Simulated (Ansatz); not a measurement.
# Residual resistivity of an alloy: Ru(0001) with 2 layers of random Ru-W, 2x2, part 2 of 2

How strongly does chemical disorder scatter in Ru(0001) with 2 layers of random Ru-W, 2x2?

Ansatz 0.2.0; Ansatz plane-wave DFT, PBE, PAW files; ballistic transport by layer matching (Landauer), zero bias; PAW set soft_1.

So far. Step 2 (With 2 alloy layers): Over the solved energies the transmission per spin lies between 4.52 and 4.65, out of 5.36 channels of the lead on average (up to 5.64).

## 3. With 6 alloy layers

System of this step: Ru(0001) with 6 layers of random Ru-W, 2x2. The cell holds 64 atoms: 61 Ru and 3 W. Cell: a = 5.412 Å, b = 5.412 Å, c = 34.255 Å, α = 90.0°, β = 90.0°, γ = 120.0°. It derives from Ru. Regions: lead, 40 atoms (40 Ru); scattering region, 24 atoms (21 Ru and 3 W). The structure is stacked along c, and the current runs across the ab planes.

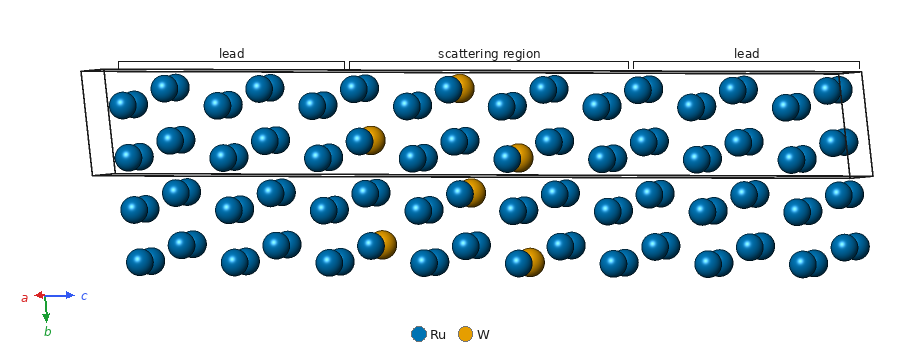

The cell of this step (ruthenium blue, tungsten orange). 1×2×1 cells are drawn.

input.yaml

```yaml
crystal:
  lattice:
    - [5.4116, 0.0, 0.0]
    - [-2.7058, 4.6865830751, 0.0]
    - [0.0, 0.0, 34.2552]
  atoms:
    - { symbol: Ru, position: [0.1666666667, 0.3333333333, 0.03125] }
    - { symbol: Ru, position: [0.1666666667, 0.8333333333, 0.03125] }
    - { symbol: Ru, position: [0.6666666667, 0.3333333333, 0.03125] }
    - { symbol: Ru, position: [0.6666666667, 0.8333333333, 0.03125] }
    - { symbol: Ru, position: [0.3333333333, 0.1666666667, 0.09375] }
    - { symbol: Ru, position: [0.3333333333, 0.6666666667, 0.09375] }
    - { symbol: Ru, position: [0.8333333333, 0.1666666667, 0.09375] }
    - { symbol: Ru, position: [0.8333333333, 0.6666666667, 0.09375] }
    - { symbol: Ru, position: [0.1666666667, 0.3333333333, 0.15625] }
    - { symbol: Ru, position: [0.1666666667, 0.8333333333, 0.15625] }
    - { symbol: Ru, position: [0.6666666667, 0.3333333333, 0.15625] }
    - { symbol: Ru, position: [0.6666666667, 0.8333333333, 0.15625] }
    - { symbol: Ru, position: [0.3333333333, 0.1666666667, 0.21875] }
    - { symbol: Ru, position: [0.3333333333, 0.6666666667, 0.21875] }
    - { symbol: Ru, position: [0.8333333333, 0.1666666667, 0.21875] }
    - { symbol: Ru, position: [0.8333333333, 0.6666666667, 0.21875] }
    - { symbol: Ru, position: [0.1666666667, 0.3333333333, 0.28125] }
    - { symbol: Ru, position: [0.1666666667, 0.8333333333, 0.28125] }
    - { symbol: Ru, position: [0.6666666667, 0.3333333333, 0.28125] }
    - { symbol: Ru, position: [0.6666666667, 0.8333333333, 0.28125] }
    - { symbol: Ru, position: [0.3333333333, 0.1666666667, 0.34375] }
    - { symbol: W, position: [0.3333333333, 0.6666666667, 0.34375] }
    - { symbol: Ru, position: [0.8333333333, 0.1666666667, 0.34375] }
    - { symbol: Ru, position: [0.8333333333, 0.6666666667, 0.34375] }
    - { symbol: Ru, position: [0.1666666667, 0.3333333333, 0.40625] }
    - { symbol: Ru, position: [0.1666666667, 0.8333333333, 0.40625] }
    - { symbol: Ru, position: [0.6666666667, 0.3333333333, 0.40625] }
    - { symbol: Ru, position: [0.6666666667, 0.8333333333, 0.40625] }
    - { symbol: W, position: [0.3333333333, 0.1666666667, 0.46875] }
    - { symbol: Ru, position: [0.3333333333, 0.6666666667, 0.46875] }
    - { symbol: Ru, position: [0.8333333333, 0.1666666667, 0.46875] }
    - { symbol: Ru, position: [0.8333333333, 0.6666666667, 0.46875] }
    - { symbol: Ru, position: [0.1666666667, 0.3333333333, 0.53125] }
    - { symbol: W, position: [0.1666666667, 0.8333333333, 0.53125] }
    - { symbol: Ru, position: [0.6666666667, 0.3333333333, 0.53125] }
    - { symbol: Ru, position: [0.6666666667, 0.8333333333, 0.53125] }
    - { symbol: Ru, position: [0.3333333333, 0.1666666667, 0.59375] }
    - { symbol: Ru, position: [0.3333333333, 0.6666666667, 0.59375] }
    - { symbol: Ru, position: [0.8333333333, 0.1666666667, 0.59375] }
    - { symbol: Ru, position: [0.8333333333, 0.6666666667, 0.59375] }
    - { symbol: Ru, position: [0.1666666667, 0.3333333333, 0.65625] }
    - { symbol: Ru, position: [0.1666666667, 0.8333333333, 0.65625] }
    - { symbol: Ru, position: [0.6666666667, 0.3333333333, 0.65625] }
    - { symbol: Ru, position: [0.6666666667, 0.8333333333, 0.65625] }
    - { symbol: Ru, position: [0.3333333333, 0.1666666667, 0.71875] }
    - { symbol: Ru, position: [0.3333333333, 0.6666666667, 0.71875] }
    - { symbol: Ru, position: [0.8333333333, 0.1666666667, 0.71875] }
    - { symbol: Ru, position: [0.8333333333, 0.6666666667, 0.71875] }
    - { symbol: Ru, position: [0.1666666667, 0.3333333333, 0.78125] }
    - { symbol: Ru, position: [0.1666666667, 0.8333333333, 0.78125] }
    - { symbol: Ru, position: [0.6666666667, 0.3333333333, 0.78125] }
    - { symbol: Ru, position: [0.6666666667, 0.8333333333, 0.78125] }
    - { symbol: Ru, position: [0.3333333333, 0.1666666667, 0.84375] }
    - { symbol: Ru, position: [0.3333333333, 0.6666666667, 0.84375] }
    - { symbol: Ru, position: [0.8333333333, 0.1666666667, 0.84375] }
    - { symbol: Ru, position: [0.8333333333, 0.6666666667, 0.84375] }
    - { symbol: Ru, position: [0.1666666667, 0.3333333333, 0.90625] }
    - { symbol: Ru, position: [0.1666666667, 0.8333333333, 0.90625] }
    - { symbol: Ru, position: [0.6666666667, 0.3333333333, 0.90625] }
    - { symbol: Ru, position: [0.6666666667, 0.8333333333, 0.90625] }
    - { symbol: Ru, position: [0.3333333333, 0.1666666667, 0.96875] }
    - { symbol: Ru, position: [0.3333333333, 0.6666666667, 0.96875] }
    - { symbol: Ru, position: [0.8333333333, 0.1666666667, 0.96875] }
    - { symbol: Ru, position: [0.8333333333, 0.6666666667, 0.96875] }
kpoints:
  mp_grid: { grid: [5, 5, 1] }
hamiltonian:
  xc: pbe
  pseudopotentials: { kind: paw, azcp: { folder: soft_1 } }
scf:
  occupations: { method: fermi_dirac, width: 0.1 }
output:
  transmission:
    leads: [[0, 8]]
    kmesh: [10, 10]
    e_range: [-0.05, 0.05]
    de: 0.05
  write_potential: true
  write_density: true
  volumetric_format: npy
```

Launch:

```console
$ ansatz run input.yaml --threads 4 --pin off --max-ram 15360MiB --backend cpu --events-out ev --progress --plain --runs-dir out
```

Numbers of over 12 decimals in the logs are rounded to 6 here.

Output:

```text
[...]
Crystal: 64 atoms, lattice volume = 868.777 Å³
Basis set: ecut = 420 eV, 16909 PW (Γ)
Bands: 611, of which v1, the nominal top of the filled ones, is band 509 counted from 1 (508 counted from 0)
Symmetry: 1 space group operations
[...]
k-points: 13 of 25 (time reversal used)
[...]
SCF iter   1: F=—  HF=-389800.692633 eV  |F-HF|=—  |Δ(HF+E_count)|=         —  Δρ=1.23e-1  dr2=2.81e2  ethr=3.10e-3  ⟨swp⟩=5.0  Hψ=28822  notcnv=0
[...]
SCF iter  10: F=-389761.277908 eV  HF=-389761.277908 eV  |F-HF|=2.04e-9  |Δ(HF+E_count)|=   8.56e-9  Δρ=3.63e-7  dr2=2.58e-9  ethr=9.82e-12  ⟨swp⟩=7.5  Hψ=16771  notcnv=0
SCF 1 converged in 10 iterations: F = -389761.277908 eV  dr2 = 2.58e-9
[...]
transmission: 329 of 3276 steps passed
transmission: 656 of 3276 steps passed
[...]
transmission: 3276 of 3276 steps passed
SCF converged after 10 iterations
Free energy (F): -389761.277908 eV
[...]
Internal energy: -389759.393134 eV  (E = F + TS)
E sigma→0 (E₀):  -389760.335521 eV
Entropy (-TS):   -1.884774 eV (-29.450 meV/atom)
Fermi energy:    23.490128 eV
[...]
--- Band table (eV; the first three rows and the last of 13) ---
  k-point 0: bands = [... 505 lower, 24.2851, 24.2989, 24.3081, 24.3171, 24.3287, 24.3459, 24.3662, 24.3869, ... 98 higher]
  k-point 1: bands = [... 505 lower, 23.7068, 23.7165, 23.7359, 23.7855, 24.0154, 24.0319, 24.0793, 24.1064, ... 98 higher]
  k-point 2: bands = [... 505 lower, 23.2281, 23.2439, 23.2484, 23.2681, 23.2849, 23.3307, 23.3727, 23.4436, ... 98 higher]
  k-point 12: bands = [... 505 lower, 23.2030, 23.2664, 23.4409, 23.4670, 23.4847, 23.4883, 23.5037, 23.5414, ... 98 higher]
--- Transmission ---
  basis      : 223 plane waves across, 63 finite elements along
  points     : 52, standing for a mesh of 10 x 10
[...]
channels       : 5.280000e0 a spin
[...]
junction   : crystal 0 to crystal 0, -1.44 to 28.53 Å
    transmission   : 3.793535e0 a spin
[...]
```

The job ended after 17 min (4 threads of Arm Neoverse V1, shared host; peak memory 10 GiB; 64 min of CPU time).

Numbers from this step:

```
free energy                                   : -389761.2779 eV
energy at zero smearing                       : -389760.3355 eV
Fermi energy                                  : 23.49 eV
transmission per spin nearest the Fermi level : 3.794
step of the lead's potential                  : 4.8 meV
```

Per spin. Transmission, zone mean against energy, zero at the Fermi level:

```
energy (eV)  transmission, zone mean
    -0.0500                     3.76
     0.0000                     3.79
     0.0500                     3.79
```

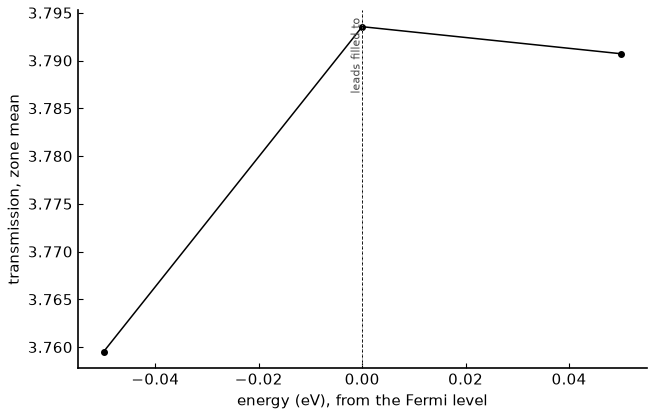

Transmission, zone mean, plotted against energy.

Over the solved energies the transmission per spin lies between 3.76 and 3.79, out of 5.48 channels of the lead on average (up to 6).

## 4. With 10 alloy layers

System of this step: Ru(0001) with 10 layers of random Ru-W, 2x2. The cell holds 80 atoms: 75 Ru and 5 W. Its edges and angles: a = 5.412 Å, b = 5.412 Å, c = 42.819 Å, α = 90.0°, β = 90.0°, γ = 120.0°. It derives from Ru. Regions: lead, 40 atoms (40 Ru); scattering region, 40 atoms (35 Ru and 5 W). The structure is stacked along c, and the current runs across the ab planes.

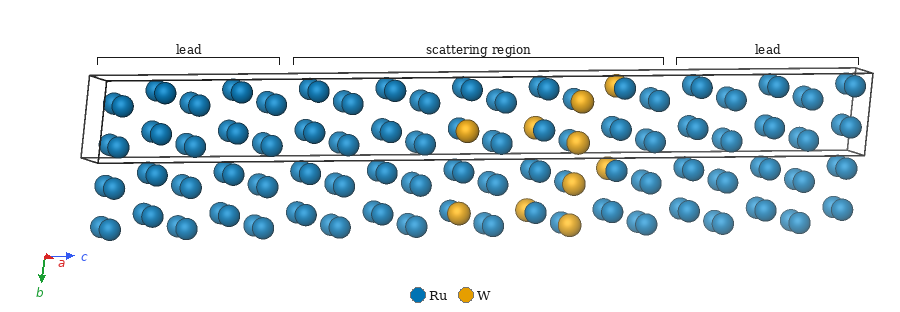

The cell of this step (ruthenium blue, tungsten orange). 1×2×1 cells are drawn.

input.yaml

```yaml
crystal:
  lattice:
    - [5.4116, 0.0, 0.0]
    - [-2.7058, 4.6865830751, 0.0]
    - [0.0, 0.0, 42.819]
  atoms:
    - { symbol: Ru, position: [0.1666666667, 0.3333333333, 0.025] }
    - { symbol: Ru, position: [0.1666666667, 0.8333333333, 0.025] }
    - { symbol: Ru, position: [0.6666666667, 0.3333333333, 0.025] }
    - { symbol: Ru, position: [0.6666666667, 0.8333333333, 0.025] }
    - { symbol: Ru, position: [0.3333333333, 0.1666666667, 0.075] }
    - { symbol: Ru, position: [0.3333333333, 0.6666666667, 0.075] }
    - { symbol: Ru, position: [0.8333333333, 0.1666666667, 0.075] }
    - { symbol: Ru, position: [0.8333333333, 0.6666666667, 0.075] }
    - { symbol: Ru, position: [0.1666666667, 0.3333333333, 0.125] }
    - { symbol: Ru, position: [0.1666666667, 0.8333333333, 0.125] }
    - { symbol: Ru, position: [0.6666666667, 0.3333333333, 0.125] }
    - { symbol: Ru, position: [0.6666666667, 0.8333333333, 0.125] }
    - { symbol: Ru, position: [0.3333333333, 0.1666666667, 0.175] }
    - { symbol: Ru, position: [0.3333333333, 0.6666666667, 0.175] }
    - { symbol: Ru, position: [0.8333333333, 0.1666666667, 0.175] }
    - { symbol: Ru, position: [0.8333333333, 0.6666666667, 0.175] }
    - { symbol: Ru, position: [0.1666666667, 0.3333333333, 0.225] }
    - { symbol: Ru, position: [0.1666666667, 0.8333333333, 0.225] }
    - { symbol: Ru, position: [0.6666666667, 0.3333333333, 0.225] }
    - { symbol: Ru, position: [0.6666666667, 0.8333333333, 0.225] }
    - { symbol: Ru, position: [0.3333333333, 0.1666666667, 0.275] }
    - { symbol: Ru, position: [0.3333333333, 0.6666666667, 0.275] }
    - { symbol: Ru, position: [0.8333333333, 0.1666666667, 0.275] }
    - { symbol: Ru, position: [0.8333333333, 0.6666666667, 0.275] }
    - { symbol: Ru, position: [0.1666666667, 0.3333333333, 0.325] }
    - { symbol: Ru, position: [0.1666666667, 0.8333333333, 0.325] }
    - { symbol: Ru, position: [0.6666666667, 0.3333333333, 0.325] }
    - { symbol: Ru, position: [0.6666666667, 0.8333333333, 0.325] }
    - { symbol: Ru, position: [0.3333333333, 0.1666666667, 0.375] }
    - { symbol: Ru, position: [0.3333333333, 0.6666666667, 0.375] }
    - { symbol: Ru, position: [0.8333333333, 0.1666666667, 0.375] }
    - { symbol: Ru, position: [0.8333333333, 0.6666666667, 0.375] }
    - { symbol: Ru, position: [0.1666666667, 0.3333333333, 0.425] }
    - { symbol: Ru, position: [0.1666666667, 0.8333333333, 0.425] }
    - { symbol: Ru, position: [0.6666666667, 0.3333333333, 0.425] }
    - { symbol: Ru, position: [0.6666666667, 0.8333333333, 0.425] }
    - { symbol: Ru, position: [0.3333333333, 0.1666666667, 0.475] }
    - { symbol: Ru, position: [0.3333333333, 0.6666666667, 0.475] }
    - { symbol: Ru, position: [0.8333333333, 0.1666666667, 0.475] }
    - { symbol: W, position: [0.8333333333, 0.6666666667, 0.475] }
    - { symbol: Ru, position: [0.1666666667, 0.3333333333, 0.525] }
    - { symbol: Ru, position: [0.1666666667, 0.8333333333, 0.525] }
    - { symbol: Ru, position: [0.6666666667, 0.3333333333, 0.525] }
    - { symbol: Ru, position: [0.6666666667, 0.8333333333, 0.525] }
    - { symbol: Ru, position: [0.3333333333, 0.1666666667, 0.575] }
    - { symbol: W, position: [0.3333333333, 0.6666666667, 0.575] }
    - { symbol: Ru, position: [0.8333333333, 0.1666666667, 0.575] }
    - { symbol: Ru, position: [0.8333333333, 0.6666666667, 0.575] }
    - { symbol: Ru, position: [0.1666666667, 0.3333333333, 0.625] }
    - { symbol: Ru, position: [0.1666666667, 0.8333333333, 0.625] }
    - { symbol: W, position: [0.6666666667, 0.3333333333, 0.625] }
    - { symbol: W, position: [0.6666666667, 0.8333333333, 0.625] }
    - { symbol: W, position: [0.3333333333, 0.1666666667, 0.675] }
    - { symbol: Ru, position: [0.3333333333, 0.6666666667, 0.675] }
    - { symbol: Ru, position: [0.8333333333, 0.1666666667, 0.675] }
    - { symbol: Ru, position: [0.8333333333, 0.6666666667, 0.675] }
    - { symbol: Ru, position: [0.1666666667, 0.3333333333, 0.725] }
    - { symbol: Ru, position: [0.1666666667, 0.8333333333, 0.725] }
    - { symbol: Ru, position: [0.6666666667, 0.3333333333, 0.725] }
    - { symbol: Ru, position: [0.6666666667, 0.8333333333, 0.725] }
    - { symbol: Ru, position: [0.3333333333, 0.1666666667, 0.775] }
    - { symbol: Ru, position: [0.3333333333, 0.6666666667, 0.775] }
    - { symbol: Ru, position: [0.8333333333, 0.1666666667, 0.775] }
    - { symbol: Ru, position: [0.8333333333, 0.6666666667, 0.775] }
    - { symbol: Ru, position: [0.1666666667, 0.3333333333, 0.825] }
    - { symbol: Ru, position: [0.1666666667, 0.8333333333, 0.825] }
    - { symbol: Ru, position: [0.6666666667, 0.3333333333, 0.825] }
    - { symbol: Ru, position: [0.6666666667, 0.8333333333, 0.825] }
    - { symbol: Ru, position: [0.3333333333, 0.1666666667, 0.875] }
    - { symbol: Ru, position: [0.3333333333, 0.6666666667, 0.875] }
    - { symbol: Ru, position: [0.8333333333, 0.1666666667, 0.875] }
    - { symbol: Ru, position: [0.8333333333, 0.6666666667, 0.875] }
    - { symbol: Ru, position: [0.1666666667, 0.3333333333, 0.925] }
    - { symbol: Ru, position: [0.1666666667, 0.8333333333, 0.925] }
    - { symbol: Ru, position: [0.6666666667, 0.3333333333, 0.925] }
    - { symbol: Ru, position: [0.6666666667, 0.8333333333, 0.925] }
    - { symbol: Ru, position: [0.3333333333, 0.1666666667, 0.975] }
    - { symbol: Ru, position: [0.3333333333, 0.6666666667, 0.975] }
    - { symbol: Ru, position: [0.8333333333, 0.1666666667, 0.975] }
    - { symbol: Ru, position: [0.8333333333, 0.6666666667, 0.975] }
kpoints:
  mp_grid: { grid: [5, 5, 1] }
hamiltonian:
  xc: pbe
  pseudopotentials: { kind: paw, azcp: { folder: soft_1 } }
scf:
  occupations: { method: fermi_dirac, width: 0.1 }
output:
  transmission:
    leads: [[0, 8]]
    kmesh: [10, 10]
    e_range: [-0.05, 0.05]
    de: 0.05
  write_potential: true
  write_density: true
  volumetric_format: npy
```

Output:

```text
[...]
Crystal: 80 atoms, lattice volume = 1085.972 Å³
Basis set: ecut = 420 eV, 21185 PW (Γ)
Bands: 762, of which v1, the nominal top of the filled ones, is band 635 counted from 1 (634 counted from 0)
Symmetry: 1 space group operations
[...]
k-points: 13 of 25 (time reversal used)
[...]
SCF iter   1: F=—  HF=-492884.766405 eV  |F-HF|=—  |Δ(HF+E_count)|=         —  Δρ=1.24e-1  dr2=8.32e2  ethr=3.10e-3  ⟨swp⟩=5.0  Hψ=36056  notcnv=0
[...]
SCF iter  10: F=-492834.956969 eV  HF=-492834.956969 eV  |F-HF|=3.20e-9  |Δ(HF+E_count)|=   9.72e-9  Δρ=4.14e-7  dr2=3.30e-9  ethr=7.87e-12  ⟨swp⟩=7.2  Hψ=23528  notcnv=0
SCF 1 converged in 10 iterations: F = -492834.956969 eV  dr2 = 3.30e-9
[...]
transmission: 417 of 4160 steps passed
transmission: 832 of 4160 steps passed
[...]
transmission: 4160 of 4160 steps passed
SCF converged after 10 iterations
Free energy (F): -492834.956969 eV
[...]
Internal energy: -492832.524511 eV  (E = F + TS)
E sigma→0 (E₀):  -492833.740740 eV
Entropy (-TS):   -2.432458 eV (-30.406 meV/atom)
Fermi energy:    23.523429 eV
[...]
--- Band table (eV; the first three rows and the last of 13) ---
  k-point 0: bands = [... 631 lower, 24.2974, 24.4272, 24.4579, 24.4586, 24.4858, 24.5020, 24.5153, 24.6226, ... 123 higher]
  k-point 1: bands = [... 631 lower, 23.8304, 23.8481, 23.8730, 23.9167, 23.9590, 23.9727, 23.9887, 24.0223, ... 123 higher]
  k-point 2: bands = [... 631 lower, 23.2247, 23.2762, 23.3122, 23.3247, 23.3745, 23.4350, 23.4509, 23.4686, ... 123 higher]
  k-point 12: bands = [... 631 lower, 23.3930, 23.3999, 23.4292, 23.4435, 23.4682, 23.4803, 23.5548, 23.5689, ... 123 higher]
--- Transmission ---
  basis      : 223 plane waves across, 80 finite elements along
  points     : 52, standing for a mesh of 10 x 10
[...]
channels       : 5.280000e0 a spin
[...]
junction   : crystal 0 to crystal 0, 3.58 to 42.12 Å
    transmission   : 3.048909e0 a spin
[...]
```

The job ended after 29 min (4 threads; peak memory 8.5 GiB).

Numbers from this step:

* free energy: -492834.9570 eV
* energy at zero smearing: -492833.7407 eV
* Fermi energy: 23.52 eV
* transmission per spin nearest the Fermi level: 3.049
* step of the lead's potential: 3.1 meV

Per spin. Transmission, zone mean against energy, zero at the Fermi level:

```
energy (eV)  transmission, zone mean
    -0.0500                     2.98
     0.0000                     3.05
     0.0500                     3.15
```

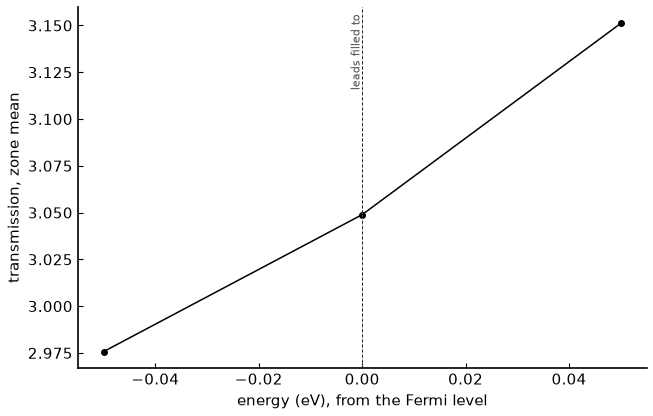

Transmission, zone mean against energy.

Over the solved energies the transmission per spin lies between 2.98 and 3.15, out of 5.44 channels of the lead on average (up to 5.89).

## 5. The fit

This step: Ansatz plane-wave DFT, PBE, PAW files; ballistic transport by layer matching (Landauer), zero bias; residual resistivity from the slope of the area resistance, atoms on the host's lattice; PAW set soft_1 (Ansatz 0.2.0).

Numbers from this step:

* resistivity: 21.21 µΩ cm
* intercept: 0.008517 fΩ m²
* scatter about the fit: 0.008906 fΩ m²

Resistance, by row:

```
run  length (Å)      T  channels N  RA (fΩ m²)
 n2       4.282   4.57        5.36      0.1056
 n6       12.85  3.781        5.48      0.2683
n10       21.41  3.059       5.443      0.4689
```

Table of area resistance by length of the alloy:

```
length of the alloy (Å)  area resistance (fΩ m²)
                   4.28                    0.106
                  12.85                    0.268
                  21.41                    0.469
```

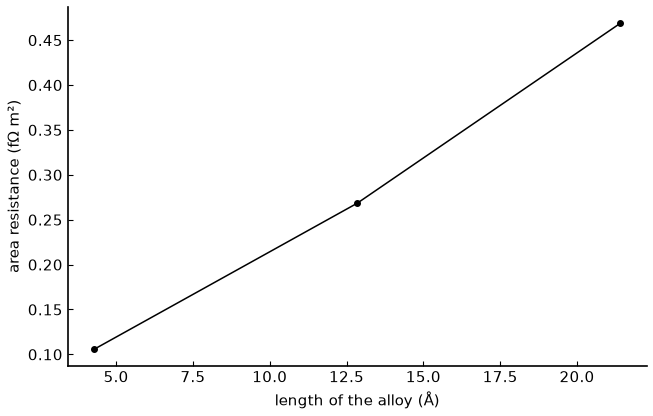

Area resistance against length of the alloy.

The area resistance goes from 0.11 to 0.47 fΩ m² between 4.3 and 21.4 Å, a slope of 21 µΩ cm.

By hand from the end points: (0.4689 − 0.1056) fΩ m² / (21.41 − 4.28) Å = 21 µΩ cm, since 1 fΩ m² per Å is 1000 µΩ cm.

## 6. Results

| Property | Result |
| --- | --- |
| resistivity from the slope | 21.2 µΩ cm |
| area resistance over 4.28 Å | 0.106 fΩ m² |
| area resistance over 12.8 Å | 0.268 fΩ m² |
| area resistance over 21.4 Å | 0.469 fΩ m² |

**Reading.** The slope gives 21 µΩ cm. The points scatter by 0.0089 fΩ m² about the line, with one random draw a length in a 2x2 cell, so the slope is a rough value. The lead's own channel count moves between the runs (5.36, 5.48 and 5.44), which shifts RA and the slope too. Read with a model of isotropic scattering on a spherical Fermi surface and the lead's 1.6×10¹⁵ S/m², this slope means a mean free path near 23 Å; over these lengths the model's slope is 1.05 times its bulk resistivity, which would be 20 µΩ cm. The draw over the shortest length came out nearly ordered, with 12 symmetry operations, so that point is a poor sample of a random alloy. The atoms sit on the host's lattice, so scattering by size misfit is left out. Spin-orbit coupling is left out, which matters for W.

[Logs are printed without paths, hosts, clocks, repeated set-up lines and the standing remarks that a program may print on its own settings, such as how far it seeks lower states.]

[Hosts, paths, dates, database ids (printed as entryN), source tags and the programs' standing remarks are cut or masked in the printed files.]
